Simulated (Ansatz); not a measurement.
```
Ti
1.0
     2.90642    0.00000    0.00000
    -1.45321    2.51704    0.00000
     0.00000    0.00000   24.49234
Ti
5
Direct
  0.66667 0.33333 0.31142
  0.33333 0.66667 0.40161
  0.00000 0.00000 0.50000
  0.66667 0.33333 0.59839
  0.33333 0.66667 0.68858
```

Computed without spin polarisation.

Computed with Ansatz 0.2.0, DFT r2SCAN, scalar-relativistic, plane waves, PAW.

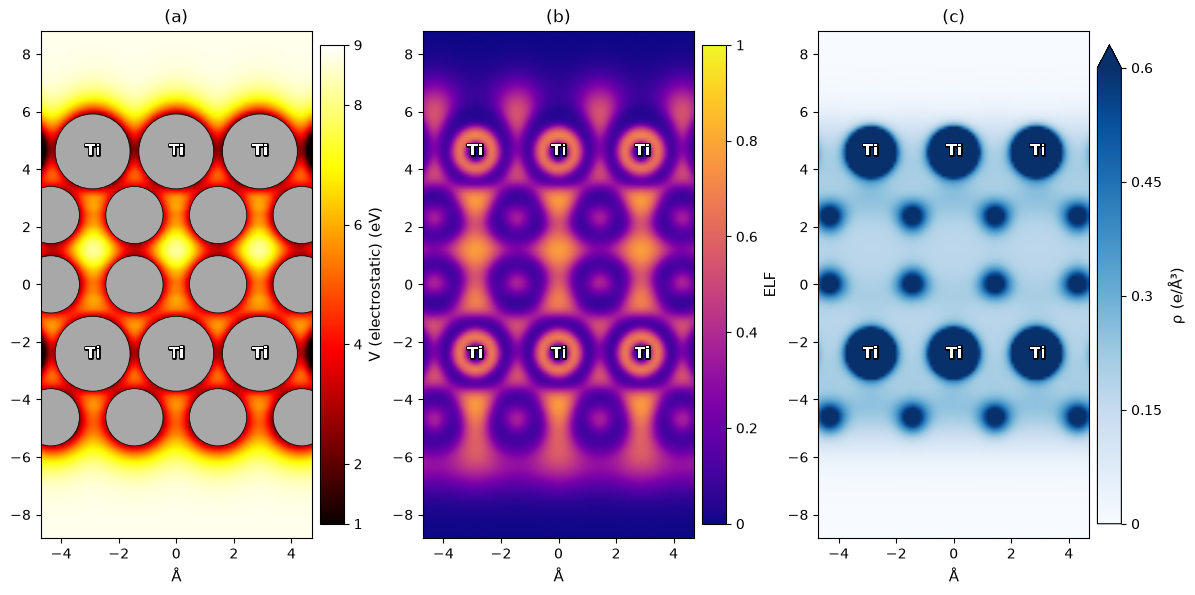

Ti (slab). (a) electrostatic potential energy of an electron; (b) ELF; (c) valence electron density on the (010) plane of the calculation cell, a cut from vacuum to vacuum. Grey discs cover the atomic cores in the potential map.

Core electrons are frozen (PAW), and the valence fields are smoothed inside the atomic spheres.

Describe what can be read from this map.

The plane passes through Ti nuclei.
Atoms just off the plane (Ti, 0.8 Å away) can leave unmarked features too.
Ti–Ti (2.91 Å): ρ is about 0.19 e/Å³ halfway; the ELF is about 0.25 at the midpoint: no localised pair shows between them.
The density dies away to nearly zero in the vacuum.
The features right at Ti lie inside the PAW spheres, where the map follows smoothed inner orbitals and isn't to be read closely.
Outside the cores the potential energy rises away from the atoms and is highest in the vacuum; its zero is arbitrary.

Does the calculation make it a metal, or give it a gap?

It is gapless in this calculation (a metal or semimetal).
